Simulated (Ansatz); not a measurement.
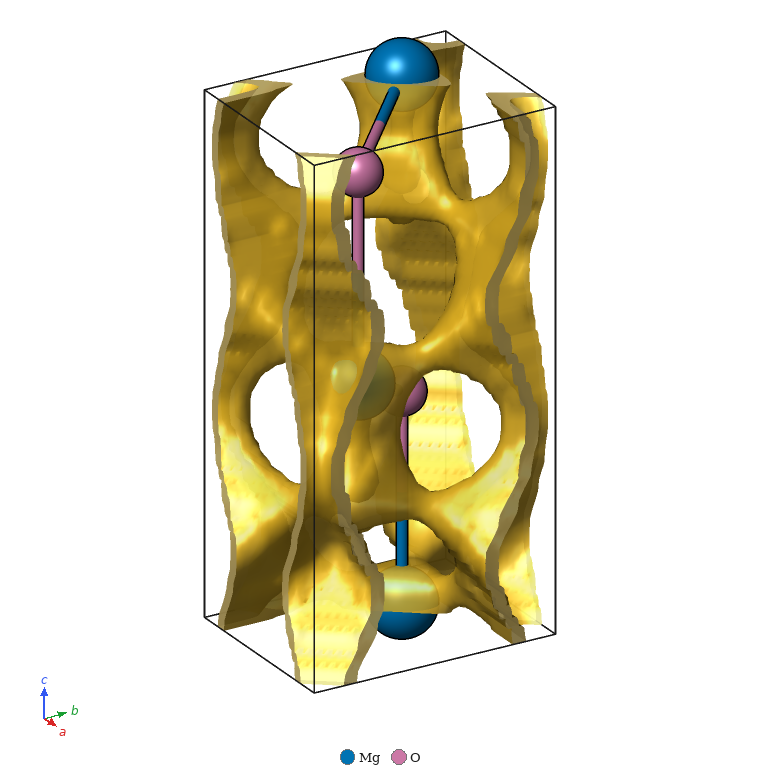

Bond-valence mismatch map for Mg2+ in MgO (P6_3mc): the yellow surface encloses the points where |V − 2| < 0.1 v.u. (1×1×1 cells, view slightly off an axis). Pale faces close the region where the drawn box cuts it.

At each point the valence sum V of a Mg2+ ion is computed from the anions within 5 Å (s = exp((R0 − d)/b), R0 fitted to published crystal structures with b = 0.37 Å; R0: Mg2+–O 1.677 Å). The other Mg2+ ions are ignored. This is an empirical screen for pathways, not an energy calculation.

Source of the atomic positions: the input geometry of an electronic-structure calculation (not necessarily at equilibrium).

```cif
data_structure
_symmetry_space_group_name_H-M 'P6_3mc'
_symmetry_Int_Tables_number 186
_cell_length_a 3.3078
_cell_length_b 3.3078
_cell_length_c 4.9829
_cell_angle_alpha 90.000
_cell_angle_beta 90.000
_cell_angle_gamma 120.000
_cell_volume 47.22
loop_
_atom_site_label
_atom_site_type_symbol
_atom_site_symmetry_multiplicity
_atom_site_Wyckoff_symbol
_atom_site_fract_x
_atom_site_fract_y
_atom_site_fract_z
_atom_site_occupancy
Mg1 Mg 2 b 0.33333 0.66667 0.00216 1
O1 O 2 b 0.33333 0.66667 0.40244 1
```

**How are the low-mismatch regions connected (counting the regions that come within 0.6 Å of a Mg site)?**

The regions form a three-dimensional network.

**At which mismatch do paths open?**

Already below about 0.06 v.u. the regions form a three-dimensional network. These are grid estimates, good to about 0.1 v.u.

**What is the valence sum at the Mg sites themselves?**

1.83 v.u., against the formal 2.
